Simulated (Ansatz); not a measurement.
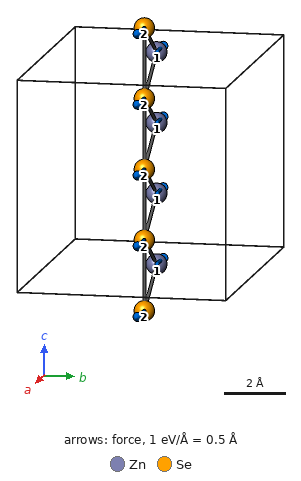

Starting geometry of a wire of composition ZnSe with the computed forces as blue arrows. The picture is a ball-and-stick view of the 3 repeat of the cell, with the vacuum cut short, seen slightly off an axis.

Case: strip chain of atoms.

Method: DFT PBE, scalar-relativistic, plane waves, PAW in Ansatz.

The input:
```yaml
crystal:
  lattice:
    - [11.0, 0.0, 0.0]
    - [0.0, 9.3, 0.0]
    - [0.0, 0.0, 2.3677895025]
  atoms:
    - { symbol: Zn, position: [0.4086187585, 0.5, 0.0], spin: 0.5 }
    - { symbol: Se, position: [0.5913812415, 0.5, 0.5], spin: 0.5 }
basis:
  ecutwfc: 420
kpoints:
  mp_grid: { grid: [1, 1, 27] }
hamiltonian:
  xc: pbe
scf:
  occupations: { method: gaussian, width: 0.05 }
output:
  forces: true
  stress: true
  eigenvalues: true
  populations: true
  write_density: true
  write_potential: true
  elf: true
  volumetric_format: npy
magnetization:
  spin_polarized: true
relax:
  adjacent_minimum: "off"
  f_tol: 0.01
  max_steps: 45
  cell: { fix: [a, b, alpha, beta, gamma], stress_tol: 0.03 }
```

Launched with:
```bash
ansatz run input.yaml --threads 2 --pin off --max-ram 5120MiB --backend cpu --events-out ev --progress --plain --runs-dir out
```

Is this structure relaxed? If not, where do the atoms go?

It isn't relaxed: the largest force vector, on Zn atoms, is 2.76 eV/Å. The atoms end up moving mostly along the starting forces (cosine between the two patterns 1.00). The largest moves relative to the layer's centre, 0.23 Å, are those of Zn1 and Se2. Largest moves by element: Zn 0.23 Å, Se 0.23 Å. Along the periodic axis the drawn cell goes c 7.103 → 7.497 Å (+5.5 %). Some distances before and after: Zn1–Se2 2.333 → 2.760 Å, Zn1–Zn1 2.368 → 2.499 Å, Se2–Se2 2.368 → 2.499 Å. Bond angles that change, for instance: Zn1–Se2–Se2 59.5° → 63.1°, Zn1–Se2–Se2 120.5° → 116.9°. The energy falls by 0.641 eV per cell of the calculation in 12 accepted moves (15 points after the start). The largest force component goes from 2.8 to 0.00094 eV/Å. The line search rejected the trial step at point 10 of the run. The SCF was repeated twice at an unchanged geometry on a basis and grid sized afresh for the cell, which shifted the energy by 0.6 meV per cell of the calculation at most. The program noted that the starting moments weren't kept.

Limits of the set-up: the k-point mesh is coarse for a cell with partly filled bands.
